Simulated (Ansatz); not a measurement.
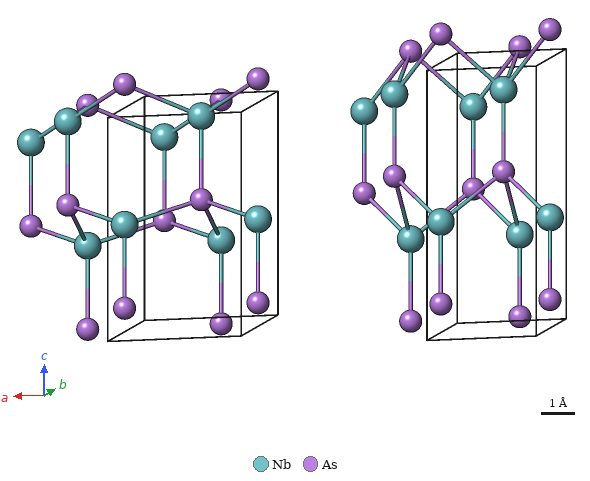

Two geometries of crystalline NbAs (a generated structure, set up in P6_3mc) (coarse preliminary run), drawn at one scale. One is the start of a relaxation, the other its converged end. A ball-and-stick model of the cell of the calculation, repeated 2 × 2 × 1 with one cell outlined, seen from a free direction.

The calculation used DFT PBE, scalar-relativistic, plane waves, PAW (Ansatz). (plane-wave cutoff 420 eV; k-point mesh 6 × 6 × 4; occupations gaussian; smearing width 0.1 eV; no spin polarisation; cell and atoms relaxed; force threshold 0.04 eV/Å; at most 70 steps)

**Which one is relaxed?**

The right one is the relaxed one. Over 8 accepted moves (10 points after the start) the energy falls by 254 meV per atom. Largest force component: 0.33 eV/Å at the start, 0.0053 eV/Å at the end. Pressure: −4.67 GPa at the start and −0.11 GPa at the end. The SCF was repeated twice at an unchanged geometry on a basis and grid sized afresh for the cell, which shifted the energy by 4.1 meV per atom at most. The largest moves relative to the cell, 0.29 Å, are those of Nb and As atoms. By element the largest moves are As 0.29 Å, Nb 0.29 Å. The volume changes by −19.4 %, with a = b 4.187 → 3.424 Å (−18.2 %), c 6.889 → 8.304 Å (+20.5 %). Some distances before and after: As–Nb 2.570 → 2.524 Å, As–Nb 2.570 → 2.561 Å. Among the angles between lasting bonds that change: As–Nb–As 109.1° → 83.9°, Nb–As–Nb 109.1° → 83.9°, As–Nb–As 109.9° → 129.5°. The space group stays P6_3mc (No. 186). The run took 70 s on 1 thread of Arm Neoverse V2, on a shared host, peak memory 0.36 GiB.
